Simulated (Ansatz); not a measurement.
**Run report: BaS, band-structure calculation**

The run: band-structure calculation of BaS (R-3m, 2 atoms in the cell). Method and program: DFT, PBE, plane waves, PAW, no spin polarisation (Ansatz 0.2.0).

The structure was built on a prototype by a generator. The geometry comes from this level: r2SCAN (a point of a series of strains). It belongs to a series of runs on one base structure; here: epitaxial_111 strain -0.5%. Figures and captions count atoms from 1; the log counts them from 0 in places.

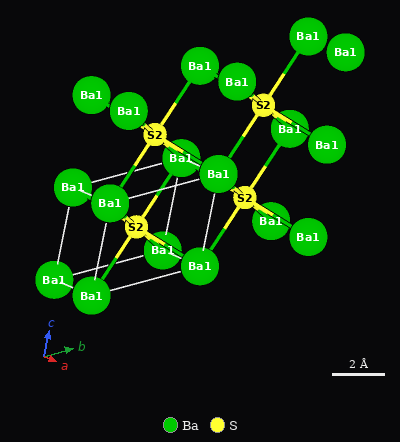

*The structure (ball-and-stick view of the reduced cell, repeated 1 × 2 × 2, seen slightly off an axis; atoms are numbered from 1 in the order of the input).*

## Input file
```yaml
crystal:
  lattice:
    - [0.0202575505, 3.2159944414, 3.2159944414]
    - [3.2159944414, 0.0202575505, 3.2159944414]
    - [3.2159944414, 3.2159944414, 0.0202575505]
  atoms:
    - { symbol: Ba, position: [0.0, 0.0, 0.0] }
    - { symbol: S, position: [0.5, 0.5, 0.5] }
kpoints:
  mp_grid: { grid: [8, 8, 8] }
  band_path:
    path:
      - [0.0, 0.0, 0.0]
      - [0.5, 0.0, 0.5]
      - [0.625, 0.25, 0.625]
      - [0.375, 0.375, 0.75]
      - [0.5, 0.5, 0.5]
      - [0.5, 0.25, 0.75]
    npoints: 1
hamiltonian:
  xc: pbe
scf:
  occupations: { method: fermi_dirac, width: 0.02 }
  n_extra_bands: 4
output:
  forces: true
  stress: true
  eigenvalues: true
```

Launch command:
```bash
ansatz run input.yaml --threads 4 --pin off --max-ram 3686MiB --backend cpu --events-out ev --progress --plain --runs-dir out
```

## Log
```
scf.n_extra_bands = 4 over 8 filled bands (N_el = 16.0): the run solves 12 bands
Engine: ansatz 0.2.0, aarch64-unknown-linux-gnu
Pseudopotentials: kind: paw
Pseudopotential: Ba, paw, valence charge 10, recommended cutoff 420 eV (normal), Ba.paw.azcp
Pseudopotential: S, paw, valence charge 6, recommended cutoff 420 eV (normal), S.paw.azcp
Functional definition: PBE
  parameter kappa = 0.804
  parameter beta = 0.06672455060314922
  exchange = pbe_x(kappa = kappa, mu = beta*pi^2/3)
  correlation = pbe_c(beta = beta)
Crystal: 2 atoms, lattice volume = 65.895 Å³
Basis set: ecut = 420 eV, 1267 PW (Γ), exchange–correlation on 64×64×64 points (8 copies of the dense FFT grid, shifted against one another)
Bands: 12, of which v1, the nominal top of the filled ones, is band 8 counted from 1 (7 counted from 0)
Symmetry: 12 space group operations
Space group: R-3m (ITA 166), of the structure as read, at distance tolerance 4.0e-5 Å
k-points: 65 of 512
Non-local potential: Ba, projectors of the file, l = 0: 3, l = 1: 2, l = 2: 2, l = 3: 2
Non-local potential: S, projectors of the file, l = 0: 2, l = 1: 2, l = 2: 2
PAW form: soft (Blöchl's): semilocal exchange-correlation on the pseudo side does not see the compensation charge
PAW one-centre angular grid: Ba, 194 points (default); XC on 64 Gauss nodes
PAW one-centre angular grid: S, 110 points (default); XC on 64 Gauss nodes
Initial density: superposition of atomic densities (neutral atoms: chi_scale 0, normalization atom), corrected by the library's trained network
Initial wavefunctions: pseudopotential atomic-orbital guess
Functional: x = pbe(κ = 0.804, μ = 0.2195149727645171), c = pbe(β = 0.06672455060314922)
SCF iter   1: F=—  HF=-6855.863463 eV  |F-HF|=—  |Δ(HF+E_count)|=         —  Δρ=6.85e-4  dr2=7.36e-4  ethr=1.77e-3  ⟨swp⟩=9.9  Hψ=6700  notcnv=0
preconditioner: auto → none  [insulator: Δε(μ)=2.186 eV  Ē_g=11.917 eV  σ=0.020 eV  W_gap=1.00  n_scr=14 (ndim 8)  ℏωp=17.1 eV  f_vac=0.000  D(μ)=0.00/eV (n_scr^D=0)  ε∞_Penn≈3.1]
SCF iter   2: F=—  HF=-6855.863145 eV  |F-HF|=—  |Δ(HF+E_count)|=   3.18e-4  Δρ=2.01e-4  dr2=1.85e-5  ethr=4.60e-6  ⟨swp⟩=2.2  Hψ=1983  notcnv=0
SCF iter   3: F=—  HF=-6855.863152 eV  |F-HF|=—  |Δ(HF+E_count)|=   7.63e-6  Δρ=9.04e-5  dr2=3.69e-6  ethr=1.16e-7  ⟨swp⟩=2.4  Hψ=1238  notcnv=0
iter 4 did not close the SCF: its close was put off for the readings that it lacked (scf_convergence_deferred on its scf_iter line)
SCF iter   4: F=-6855.863158 eV  HF=-6855.863158 eV  |F-HF|=1.64e-8  |Δ(HF+E_count)|=   5.24e-6  Δρ=8.02e-6  dr2=4.05e-8  ethr=2.30e-8  ⟨swp⟩=3.0  Hψ=1286  notcnv=0
iter 5 did not close the SCF: its close was put off for the readings that it lacked (scf_convergence_deferred on its scf_iter line)
SCF iter   5: F=-6855.863158 eV  HF=-6855.863158 eV  |F-HF|=1.24e-9  |Δ(HF+E_count)|=   3.41e-8  Δρ=2.19e-6  dr2=4.71e-9  ethr=2.53e-10  ⟨swp⟩=2.7  Hψ=1267  notcnv=0
SCF iter   6: F=-6855.863158 eV  HF=-6855.863158 eV  |F-HF|=2.43e-10  |Δ(HF+E_count)|=   1.26e-9  Δρ=6.10e-7  dr2=3.91e-10  ethr=2.95e-11  ⟨swp⟩=2.2  Hψ=2575  notcnv=0
SCF 1 converged in 6 iterations: F = -6855.863158 eV  dr2 = 3.91e-10
  greatest PAW one-centre occupation: 0.955 electrons in one spin orbital (limit 2), on the Ba atom at site 0 (counted from 0), in its partial waves of l = 0
```

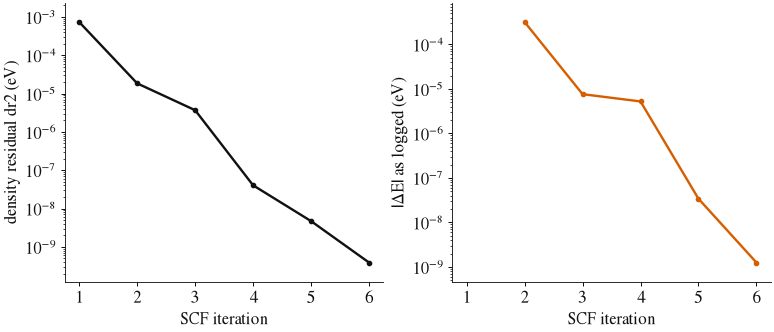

*Convergence of the self-consistent field: density residual dr2 and size of the energy change against the SCF iteration.*

The residual falls at every step.

```
NSCF: frozen V_eff on 6 k-points
SCF converged after 6 iterations
Free energy (F): -6855.863158 eV
Harris-Foulkes:  -6855.863158 eV  (|F-HF|=2.43e-10)
Internal energy: -6855.863158 eV  (E = F + TS)
E sigma→0 (E₀):  -6855.863158 eV
Fermi energy:    6.798405 eV
--- Per-component energies (eV) ---
  E_band       = -52.830812
  E_kinetic    = 276.203059
  E_local      = -406.342633  (includes V_loc(G=0)·N_el)
  E_nonlocal   = 85.149358
  E_hartree    = 128.830416
  E_xc         = -266.571813
  E_vxc        = -224.807716  (∫ρ·V_xc dr)
  E_paw        = -5826.094502  (= ΣΔE_a)
  E_vpaw       = -40.693577  (= ΣTr[D̂ρ^β])
  E_aug_tail   = -0.000000  (compensation charges beyond the density's cutoff)
  E_ewald      = -847.037043
  E_smearing   = -0.000000  (= −TS)
  E_closure    = 0.000000  (closes the sum)
  Σ components = -6855.863158   (vs F -6855.863158, Δ=0.00e0)
--- Forces (eV/Å), atoms counted from 1 ---
  atom   1  Ba    -0.00000000    -0.00000000     0.00000000
  atom   2  S      0.00000000    -0.00000000     0.00000000
  max |Σ_I F_I| component: 2.04e-30 eV/Å
--- Stress (GPa, compression-positive) ---
        0.330221      -0.119379      -0.119379
       -0.119379       0.330221      -0.119379
       -0.119379      -0.119379       0.330221
  P = ⅓ Tr σ = 0.3302 GPa (3.302 kbar)
--- Band table (eV; the first three rows and the last of 65) ---
  k-point 0: bands = ["-20.2935", "-5.3570", "-5.3545", "-5.3545", "-4.5897", "5.6699", "5.6922", "5.6922", "9.3120", "9.6005", "9.6719", "9.6719"]
  k-point 1: bands = ["-20.2873", "-5.6481", "-5.3619", "-5.3605", "-4.2845", "5.3056", "5.4816", "5.5049", "9.6085", "9.8207", "9.8901", "9.9294"]
  k-point 2: bands = ["-20.2721", "-6.0654", "-5.3749", "-5.3744", "-3.8372", "4.6045", "5.0972", "5.1272", "9.8000", "10.4358", "10.5075", "11.0959"]
  k-point 64: bands = ["-20.2525", "-6.4655", "-5.3892", "-5.3892", "-3.3796", "3.8495", "4.7165", "4.7165", "11.2048", "11.2597", "12.0176", "12.0176"]
```

## File bands.tsv
```
# k_distance	band_0	band_1	band_2	band_3	band_4	band_5	band_6	band_7	band_8	band_9	band_10	band_11
# fermi_ev = 6.798405
# lock_threshold_ev = 1e-6
# [0, 0, 0] at k_distance = 0.000000
# [0.5, 0, 0.5] at k_distance = 0.979981
# [0.625, 0.25, 0.625] at k_distance = 1.325365
# [0.375, 0.375, 0.75] at k_distance = 1.927362
# [0.5, 0.5, 0.5] at k_distance = 2.529359
# [0.5, 0.25, 0.75] at k_distance = 3.224486
# levels_relative_to = fermi_ev
# free_energy_ev = -6855.863158
# largest_residual_norms_ev = 2.574e-3 7.436e-4 4.776e-4 5.991e-4 1.271e-3 1.468e-3 9.138e-4 1.117e-3 3.225e-3 7.202e-4 9.530e-4 1.785e-3
0.000000	-27.091936	-12.155421	-12.152896	-12.152896	-11.388088	-1.128526	-1.106221	-1.106221	2.513546	2.802137	2.873449	2.873449
0.979981	-27.036945	-12.621019	-12.340623	-12.335722	-11.298376	-1.575170	-1.233688	-1.217017	1.108367	4.879865	4.933378	6.412795
1.325365	-27.037942	-12.759139	-12.542796	-12.283650	-10.811770	-1.993423	-1.647134	-1.590405	2.217297	4.786612	5.482802	5.592449
1.927362	-27.037942	-12.759139	-12.542796	-12.283650	-10.811770	-1.993423	-1.647134	-1.590405	2.217297	4.786612	5.482802	5.592449
2.529359	-27.050921	-13.263873	-12.187564	-12.187564	-10.177971	-2.948913	-2.081924	-2.081924	4.406372	4.461337	5.219167	5.219167
3.224486	-27.036507	-12.673115	-12.488610	-12.475946	-10.774177	-2.155359	-1.549873	-1.539561	3.166823	3.178051	5.193530	5.753792
```

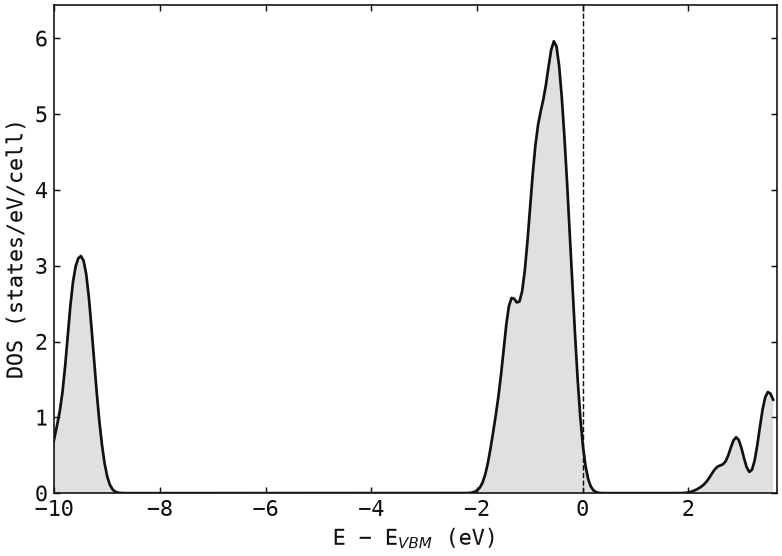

*Density of states (the curve is built from the levels of the k mesh with Gaussians 0.3 eV wide, which also blur the band edges), with energies from the valence-band top.*

There is a gap of 2.21 eV on the k-point mesh. Small ripples come from the finite k-point mesh.

## Key numbers

- outcome: converged
- space group (tolerance 0.01 Å): R-3m (166)
- electrons treated: 16
- free energy: −6855.8632 eV
- Fermi energy: 6.798 eV
- gap on the k-point mesh: 2.21 eV
- pressure: 0.33 GPa
- largest force (length of the vector): under 0.001 eV/Å
- hardware: 4 threads of an Arm (aarch64) CPU, shared host
- wall time: 2.3 s (CPU time 7.6 s)
- peak memory: 0.43 GiB
